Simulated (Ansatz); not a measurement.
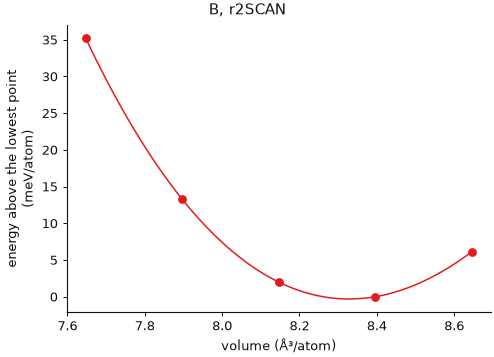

Method: equation of state of a cubic crystal from periodic Kohn-Sham density functional theory without spin, third-order Birch-Murnaghan fit to the free energies; pressure corrected for the finite basis (Ansatz 0.2.0 development build). Level: r2SCAN.

| setting | value |
| --- | --- |
| structure type | diamond |
| atoms in cell | 2 |
| space group number | 227 |
| lattice centring | face-centred primitive |
| k mesh | 14×14×14 |
| occupation method | Fermi–Dirac |
| occupation width | 0.1 eV |
| wave cutoff | 700 eV |
| datasets | hard PAW |
| density tolerance | 1e−09 eV |
| bands | 7 |
| density cutoff ratio | 4 |
| search for lower states | default |
| xc grid level | 2 |

Energy above the lowest point against volume for B, space group Fd-3m (No. 227) (one of a set of cubic test structures, which need not be the stable phase).

A third-order Birch–Murnaghan fit gives V0 = 8.33 Å³/atom, B0 = 180 GPa and B′ = 3.5. The energy above the lowest point is 35.2 meV/atom at volume 7.6475 Å³/atom and 6.1 meV/atom at 8.6450 Å³/atom; the lowest computed point is at volume 8.3956 Å³/atom (0.0 meV/atom).

Caveats: cubic model structure, not the ambient form; modest k-mesh, values are not fully converged in k; pseudopotentials made with PBE, not this functional.
